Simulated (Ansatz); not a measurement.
# SiC: what the fields show

The calculation's input:

```
crystal:
  lattice:
    - [2.174, -2.174, 0.0]
    - [2.174, 0.0, -2.174]
    - [11.5948116, 7.2465942, 7.2465942]
  atoms:
    - { symbol: Si, position: [0.62502014, 0.62502014, 0.0624666667] }
    - { symbol: Si, position: [-0.59722986, -0.59722986, 0.8958] }
    - { symbol: Si, position: [0.18057014, 0.18057014, 0.2291333333] }
    - { symbol: Si, position: [0.29167014, 0.29167014, 0.5624666667] }
    - { symbol: Si, position: [-0.26387986, -0.26387986, 0.3958] }
    - { symbol: Si, position: [-0.15277986, -0.15277986, 0.7291333333] }
    - { symbol: C, position: [0.37500764, 0.37500764, 0.4374666667] }
    - { symbol: C, position: [0.81945764, 0.81945764, 0.2708] }
    - { symbol: C, position: [-0.06944236, -0.06944236, 0.6041333333] }
    - { symbol: C, position: [0.04165764, 0.04165764, 0.9374666667] }
    - { symbol: C, position: [-0.51389236, -0.51389236, 0.7708] }
    - { symbol: C, position: [0.26390764, 0.26390764, 0.1041333333] }
basis:
  ecutwfc: 500
kpoints:
  mp_grid: { grid: [10, 10, 2] }
hamiltonian:
  xc: r2scan
scf:
  occupations: { method: gaussian, width: 0.05 }
output:
  forces: true
  stress: true
  eigenvalues: true
  write_density: true
  write_potential: true
  elf: true
  volumetric_format: npy
```

Launched as:

```sh
ansatz run input.yaml --threads 2 --pin off --max-ram 5120MiB --backend cpu --events-out ev --progress --plain --runs-dir out
```

Below, planes, directions and counts refer to the conventional cell (a = 3.07 Å, b = 3.07 Å, c = 45.19 Å, α = 90.00°, β = 90.00°, γ = 120.00°).

Space group R3m; not relaxed (largest force 0.3 eV/Å).

Method: DFT r2SCAN, scalar-relativistic, plane waves, PAW (Ansatz).

Core electrons are frozen (PAW), and the valence fields are smoothed inside the atomic spheres.

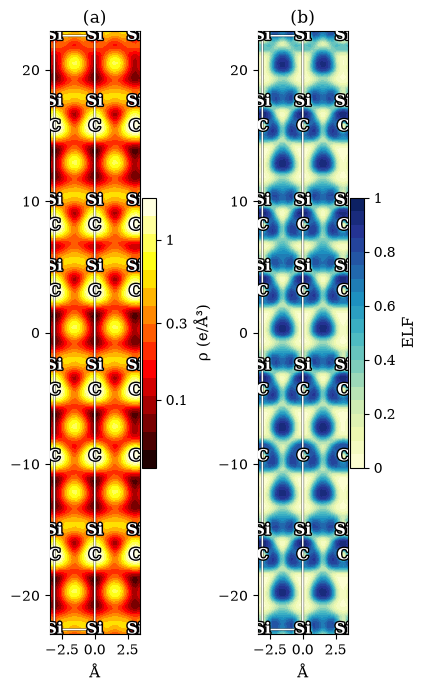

Figure 1. (a) valence electron density; (b) ELF on the (100) plane of the conventional cell.

Question: What do the fields say about this system?

Answer:
- The plane passes through Si and C nuclei.
- Atoms just off the plane (Si, 0.9 Å away and C, 0.9 Å away) can leave unmarked features too.
- Si–C (1.88 Å): ρ at the midpoint is about 0.9 e/Å³; the ELF peaks at about 0.95 between the atoms: localised, covalent bonding.
- Between the atoms the lowest density in this plane is 0.05 e/Å³.

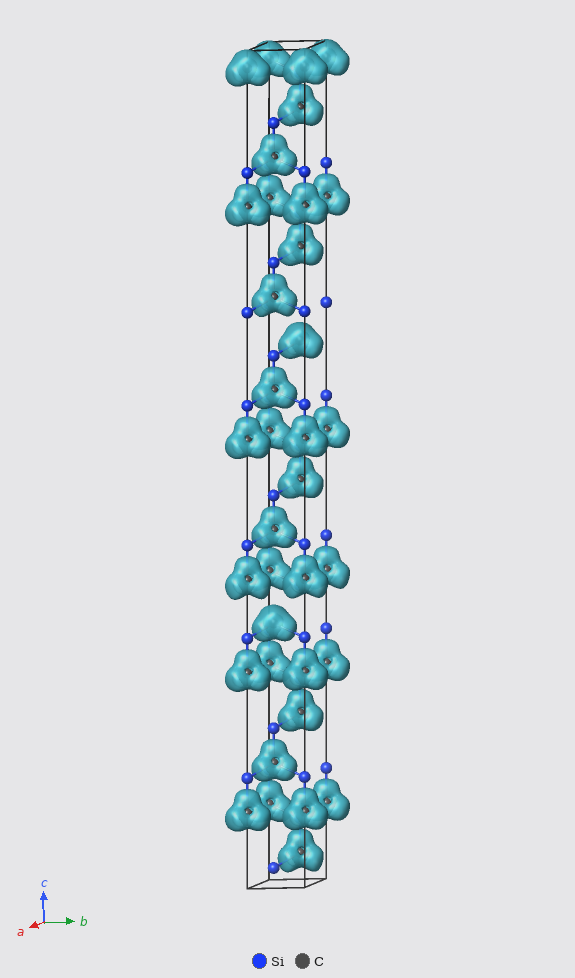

Figure 2. Isosurface of the electron localisation function at 0.7 (cyan), seen slightly off an axis. Only the valence region is drawn (cores and ρ < 0.01 e/Å³ removed). Sticks mark near contacts.

Question: What do the ELF domains correspond to?

Answer: At this value the surface marks out 18 regions on C in which the atom's valence shell and bonds are merged, counted in one cell of 36 atoms. Regions shared between cells count once.

Question: Does the calculation make it a metal, or give it a gap?

Answer: It is gapped, with a Kohn–Sham gap of 1.2 eV on the k-point mesh, an upper bound to the gap of this method.
